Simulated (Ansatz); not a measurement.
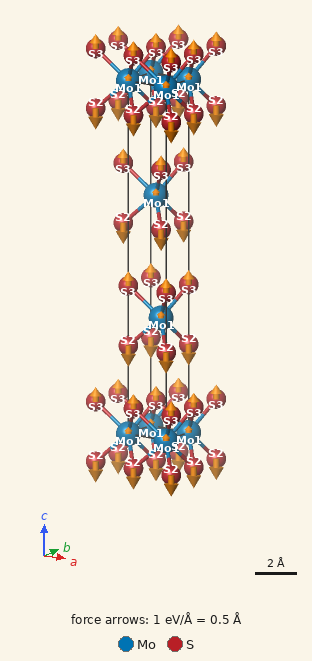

A changed version of a symmetric starting cell of MoS₂ (made from another compound by putting Mo in place of W), with the computed forces as orange arrows. Besides, all lengths are scaled by −2.3 % (volume −6.8 %). The picture is a ball-and-stick view of the conventional cell (3 times the calculation's cell), seen slightly off an axis. Lengths and directions refer to the drawn axes.

These are results of Ansatz 0.2.0, DFT PBEsol, scalar-relativistic, plane waves, PAW, not measurements. Set-up: plane-wave cutoff 420 eV; k-point mesh 12 × 12 × 12; occupations gaussian; smearing width 0.02 eV; no spin polarisation.

Where do the forces point?

Answer. The atoms keep their fractional coordinates. No relaxation follows. The starting cell wasn't computed here and needn't be at equilibrium, so pressure and forces aren't due to the change alone. Near-neighbour distances before and after: Mo–S 2.384 → 2.329 Å, Mo–S 2.360 → 2.305 Å. The space group stays R3m (No. 160). The pressure is 18.9 GPa (not all of it need come from the change, since the unchanged cell can be under pressure at this level too). The principal stresses (compression positive) are 20.2 GPa along c and 18.2 GPa across it. The largest force is 2.2 eV/Å, on S2, along −c.
